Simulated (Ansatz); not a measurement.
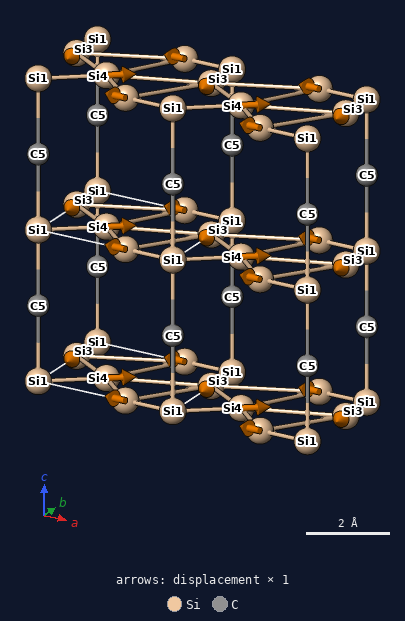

A relaxation of crystalline Si4C (a generated structure, set up in P-62m) (coarse preliminary run). The starting structure is drawn; orange arrows show the displacements (the part carried along by the change of the cell is left out), at their true length.

A ball-and-stick model of the cell of the calculation, repeated 2 × 1 × 2 with one cell outlined, seen slightly off an axis.

All numbers below come from DFT PBE, scalar-relativistic, plane waves, PAW in Ansatz. Settings: plane-wave cutoff 420 eV; k-point mesh 6 × 6 × 6; occupations gaussian; smearing width 0.1 eV; no spin polarisation; cell and atoms relaxed; force threshold 0.04 eV/Å; at most 70 steps.

Which element moves most?

Silicon: up to 0.76 Å, against 0.00 Å for carbon.

Describe the change and its energy.

Over 6 accepted moves (8 points after the start) the energy falls by 3026 meV per atom. Largest force component: 22 eV/Å at the start, 0.00031 eV/Å at the end. Pressure: 80.51 GPa at the start and 0.13 GPa at the end. The line search rejected the trial step at point 5 of the run. At 1 point the geometry stayed and the basis and grid were re-selected for the new cell (energy shift of 2.0 meV per atom at most each time). The largest moves relative to the cell, 0.76 Å, are those of Si atoms. C stays in place. The drawn cell changes as follows: a = b 4.798 → 5.162 Å (+7.6 %), c 3.737 → 3.519 Å (−5.8 %); the volume changes by +9.0 %. Among the contacts that change: Si–Si 2.926 → 4.470 Å, Si–Si 1.689 → 2.581 Å, C–Si 2.519 → 3.124 Å, Si–Si 3.109 → 2.581 Å. Bond angles that change, for instance: Si–Si–Si 125.7° → 180.0°, Si–Si–Si 174.3° → 120.0°, Si–Si–Si 65.7° → 120.0°. The space group (tolerance 0.01 Å) goes from P-62m (No. 189) to P6/mmm (No. 191).
